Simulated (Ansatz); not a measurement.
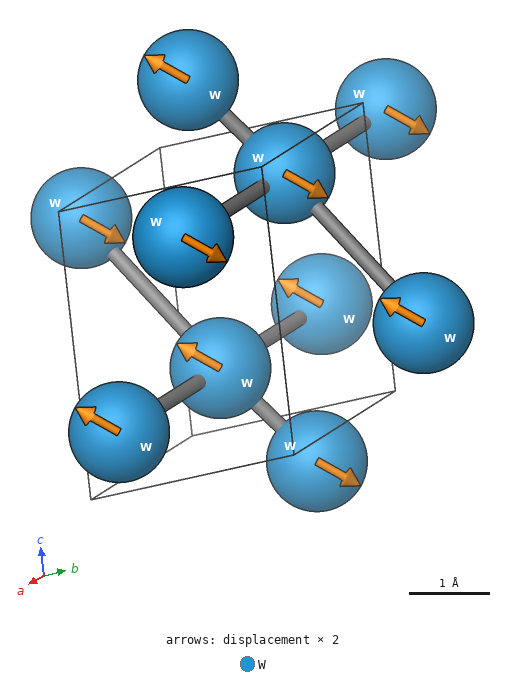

This is a relaxation of a crystal of W (built on the random type) (coarse preliminary run). The starting structure is drawn; orange arrows show the displacements (the part carried along by the change of the cell is left out), magnified 2 times.

Style: ball-and-stick. Shown: the cell of the calculation, reduced to other axes, slightly off an axis. Lengths and directions refer to the drawn axes.

Case: random cell without symmetry.

The calculation used Ansatz, DFT PBE, scalar-relativistic, plane waves, PAW. Set-up: plane-wave cutoff 420 eV; k-point mesh 6 × 6 × 4; occupations gaussian; smearing width 0.1 eV; no spin polarisation; cell and atoms relaxed; force threshold 0.04 eV/Å; at most 70 steps.

Question: Describe the change and its energy.

Answer: The energy falls by 13.120 eV per cell of the calculation in 15 accepted moves (18 points after the start). The largest force component goes from 41 to 0.0087 eV/Å. Pressure: 103.84 GPa at the start and 0.05 GPa at the end. The line search rejected the trial step at point 11 of the run. At 2 points the geometry stayed and the basis and grid were re-selected for the new cell (energy shift of 27.2 meV per cell of the calculation at most each time). The largest moves relative to the cell, 0.33 Å, are those of W atoms. The drawn cell changes as follows: a 2.946 → 2.679 Å (−9.1 %), b 3.917 → 3.022 Å (−22.8 %), c 4.172 → 4.727 Å (+13.3 %), α 64.8° → 83.0°, β 77.0° → 73.8°, γ 71.3° → 63.6°; the volume changes by −19.8 %. Among the contacts that change: W–W 4.079 → 3.021 Å, W–W 1.686 → 2.731 Å, W–W 3.673 → 2.721 Å, W–W 3.917 → 3.022 Å. New bonds form: W–W (3.67 → 2.72 Å). Bond angles that change, for instance: W–W–W 156.0° → 151.5°, W–W–W 80.4° → 76.0°, W–W–W 99.6° → 104.0°. The space group stays P-1 (No. 2).
